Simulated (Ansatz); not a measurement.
## Single-point calculation of TaN

The run: single-point calculation of TaN (Fm-3m, 2 atoms in the cell). Method and program: DFT r2SCAN, scalar-relativistic, plane waves, PAW, no spin polarisation (Ansatz 0.2.0).

The structure derives from an entry of the Crystallography Open Database.

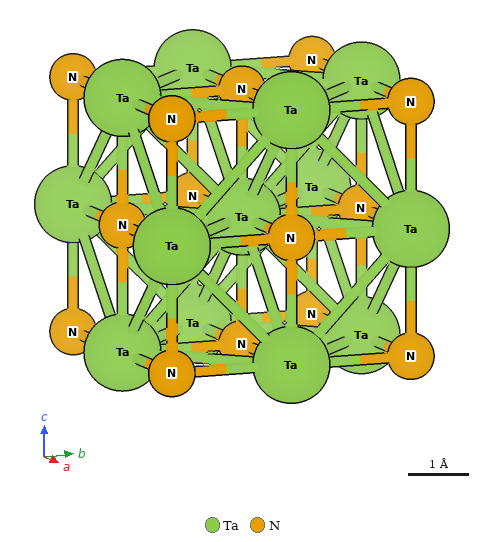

Fig. 1: The structure (ball-and-stick view of the cell 4 times as large as that of the calculation, set on its symmetry axes, seen slightly off an axis). An atom can appear more than once, as a periodic image. Near neighbours in the periodic cell (some may lie outside the picture): Ta has 6 N at 2.18 Å and 12 Ta at 3.08 Å; N has 6 Ta at 2.18 Å.

**Results in brief**

- outcome: converged
- space group (tolerance 0.01 Å): Fm-3m (225)
- electrons treated: 18
- free energy: −10331.0147 eV
- Fermi energy: 22.475 eV
- gap on the k-point mesh: none (metallic)
- pressure: 10.00 GPa
- largest force (length of the vector): under 0.001 eV/Å
- hardware: 2 threads of Oxide Virtual Turin-like (Zen 5), 32 GiB of memory available, shared host
- wall time: 3.6 s (CPU time 4.4 s)
- peak memory: 0.39 GiB

Spin–orbit coupling is left out, which matters for Ta. The cell is under a pressure of 10.0 GPa at this level, so it is not at its equilibrium volume.

**The input**
```yaml
crystal:
  lattice:
    - [0.0, 2.179, 2.179]
    - [2.179, 0.0, 2.179]
    - [2.179, 2.179, 0.0]
  atoms:
    - { symbol: Ta, position: [0.5, 0.5, 0.5] }
    - { symbol: "N", position: [0.0, 0.0, 0.0] }
basis:
  ecutwfc: 500
kpoints:
  mp_grid: { grid: [8, 8, 8] }
hamiltonian:
  xc: r2scan
scf:
  occupations: { method: gaussian, width: 0.1 }
output:
  forces: true
  stress: true
  eigenvalues: true
```

Run as:
```bash
ansatz run input.yaml --threads 2 --pin off --max-ram 5120MiB --backend cpu --events-out ev --progress --plain --runs-dir out
```

**The program's output**
```
Engine: ansatz 0.2.0, x86_64-unknown-linux-gnu
Pseudopotentials: kind: paw
Pseudopotential: Ta, paw, valence charge 13, recommended cutoff 500 eV (meta_gga), Ta.paw.azcp
Pseudopotential: N, paw, valence charge 5, recommended cutoff 500 eV (meta_gga), N.paw.azcp
Functional definition: r2SCAN
  parameter k0 = 0.174
  parameter k1 = 0.065
  parameter a1 = 4.9479
  exchange = r2scan_x(k0 = k0, k1 = k1, a1 = a1)
  correlation = r2scan_c
Crystal: 2 atoms, lattice volume = 20.692 Å³
Basis set: ecut = 500 eV, 531 PW (Γ), exchange–correlation on 96×96×96 points (64 copies of the dense FFT grid, shifted against one another)
Bands: 13, of which v1, the nominal top of the filled ones, is band 9 counted from 1 (8 counted from 0)
Symmetry: 48 space group operations
Space group: Fm-3m (ITA 225), of the structure as read, at distance tolerance 2.7e-5 Å
k-points: 29 of 512
Non-local potential: Ta, projectors of the file, l = 0: 3, l = 1: 2, l = 2: 2, l = 3: 1
Non-local potential: N, projectors of the file, l = 0: 2, l = 1: 2, l = 2: 1
PAW form: soft (Blöchl's): semilocal exchange-correlation on the pseudo side does not see the compensation charge
PAW frozen core: Ta, regenerated for the run's functional (the file was generated under x = pbe(κ = 0.804, μ = 0.2195149727645171), c = pbe(β = 0.06672455060314922))
PAW frozen core: N, regenerated for the run's functional (the file was generated under x = pbe(κ = 0.804, μ = 0.2195149727645171), c = pbe(β = 0.06672455060314922))
PAW one-centre angular grid: Ta, 590 points (default); XC on 160 Gauss nodes
PAW one-centre angular grid: N, 302 points (default); XC on 160 Gauss nodes
Initial density: superposition of atomic densities (neutral atoms: chi_scale 0, normalization atom), corrected by the library's trained network
Initial wavefunctions: pseudopotential atomic-orbital guess
Functional: x = r2scan, c = r2scan; τ floored in thin density (d = 2e-4 eV/Å³)
SCF iter   1: F=—  HF=-10330.936314 eV  |F-HF|=—  |Δ(HF+E_count)|=         —  Δρ=7.54e-3  dr2=3.89e-3  dr2_τ=1.46e-1  ethr=1.77e-3  ⟨swp⟩=5.9  Hψ=4738  notcnv=0  defer=9
automatic band count: the SCF goes on with 17 bands, as 13 were too few: the levels above may hold too much charge
preconditioner: auto → none  [insulator: Δε(μ)=0.150 eV  Ē_g=16.778 eV  σ=0.100 eV  W_gap=0.71  n_scr=8 (ndim 8)  ℏωp=25.8 eV  f_vac=0.000  D(μ)=0.55/eV (n_scr^D=0)  ε∞_Penn≈3.4]
SCF iter   2: F=—  HF=-10331.013900 eV  |F-HF|=—  |Δ(HF+E_count)|=   7.76e-2  Δρ=5.57e-3  dr2=3.77e-3  dr2_τ=2.42e-4  ethr=2.16e-5  ⟨swp⟩=2.0  Hψ=1152  notcnv=0  defer=66
SCF iter   3: F=—  HF=-10331.014923 eV  |F-HF|=—  |Δ(HF+E_count)|=   1.02e-3  Δρ=3.37e-3  dr2=1.55e-3  dr2_τ=2.55e-4  ethr=2.09e-5  ⟨swp⟩=2.0  Hψ=567  notcnv=0  defer=66
SCF iter   4: F=—  HF=-10331.014844 eV  |F-HF|=—  |Δ(HF+E_count)|=   7.85e-5  Δρ=1.89e-3  dr2=8.09e-4  dr2_τ=4.88e-5  ethr=8.60e-6  ⟨swp⟩=2.0  Hψ=585  notcnv=0  defer=66
SCF iter   5: F=—  HF=-10331.014705 eV  |F-HF|=—  |Δ(HF+E_count)|=   1.40e-4  Δρ=1.73e-4  dr2=6.77e-6  dr2_τ=4.80e-7  ethr=4.50e-6  ⟨swp⟩=2.2  Hψ=537  notcnv=0  defer=66
SCF iter   6: F=—  HF=-10331.014707 eV  |F-HF|=—  |Δ(HF+E_count)|=   2.13e-6  Δρ=4.92e-5  dr2=5.25e-7  dr2_τ=3.08e-8  ethr=3.76e-8  ⟨swp⟩=2.1  Hψ=563  notcnv=0  defer=66
SCF iter   7: F=-10331.014707 eV  HF=-10331.014707 eV  |F-HF|=7.21e-9  |Δ(HF+E_count)|=   4.75e-8  Δρ=8.06e-6  dr2=1.38e-8  dr2_τ=9.02e-10  ethr=5.56e-10  ⟨swp⟩=8.6  Hψ=2244  notcnv=0
SCF 1 converged in 7 iterations: F = -10331.014707 eV  dr2 = 1.38e-8
  greatest PAW one-centre occupation: 0.998 electrons in one spin orbital (limit 2), on the Ta atom at site 0 (counted from 0), in its partial waves of l = 0
SCF converged after 7 iterations
Free energy (F): -10331.014707 eV
Harris-Foulkes:  -10331.014707 eV  (|F-HF|=7.21e-9)
Internal energy: -10331.012199 eV  (E = F + TS)
E sigma→0 (E₀):  -10331.013453 eV
Entropy (-TS):   -0.002507 eV (-1.254 meV/atom)
Fermi energy:    22.475195 eV
--- Per-component energies (eV) ---
  E_band       = -49.356736
  E_kinetic    = 505.318516
  E_local      = -566.027128  (includes V_loc(G=0)·N_el)
  E_nonlocal   = 60.137969
  E_hartree    = 192.978311
  E_xc         = -266.456393
  E_vxc        = -309.627542  (∫ρ·V_xc dr)
  E_paw        = -8552.657160  (= ΣΔE_a)
  E_vpaw       = -141.109078  (= ΣTr[D̂ρ^β])
  E_aug_tail   = 0.000078  (compensation charges beyond the density's cutoff)
  E_vtau       = 15.993155  (kinetic-family band-sum trace: ∫τ·v_τ [+ j·A + Jᵃ·Aᵃ] dr)
  E_ewald      = -1703.520548
  E_core_change = -0.785845  (= ΣΔE_core)
  E_smearing   = -0.002507  (= −TS)
  E_closure    = -0.000000  (closes the sum)
  Σ components = -10331.014707   (vs F -10331.014707, Δ=0.00e0)
--- Forces (eV/Å), atoms counted from 1 ---
  atom   1  Ta     0.00000000    -0.00000000     0.00000000
  atom   2  N     -0.00000000     0.00000000     0.00000000
  max |Σ_I F_I| component: 2.83e-29 eV/Å
--- Stress (GPa, compression-positive) ---
        9.996318      -0.000000      -0.000000
        0.000000       9.996318      -0.000000
        0.000000       0.000000       9.996318
  P = ⅓ Tr σ = 9.9963 GPa (99.963 kbar)
--- Band table (eV; the first three rows and the last of 29) ---
  k-point 0: bands = ["-49.0170", "-14.5978", "-14.5978", "-14.5978", "2.2061", "18.1891", "18.1891", "18.1891", "20.1835", "20.1835", "20.1835", "22.6041", "22.6041", "24.4224", "32.1220", "47.5572", "47.5572"]
  k-point 1: bands = ["-49.0070", "-14.7518", "-14.6109", "-14.6109", "2.5950", "16.6054", "17.1129", "17.1129", "20.7393", "20.7393", "20.7786", "24.0036", "24.0036", "25.4827", "33.2805", "43.9431", "45.2630"]
  k-point 2: bands = ["-48.9827", "-15.1072", "-14.6424", "-14.6424", "3.5939", "14.2044", "15.6068", "15.6068", "21.6300", "22.0040", "22.0040", "26.6681", "26.6681", "27.3705", "35.3340", "40.8174", "40.9982"]
  k-point 28: bands = ["-48.9255", "-15.1698", "-15.1698", "-14.9502", "4.1309", "14.4043", "15.1266", "15.1266", "22.2045", "22.2045", "26.1537", "26.8774", "27.4669", "33.4622", "35.1912", "35.1912", "38.8133"]
```
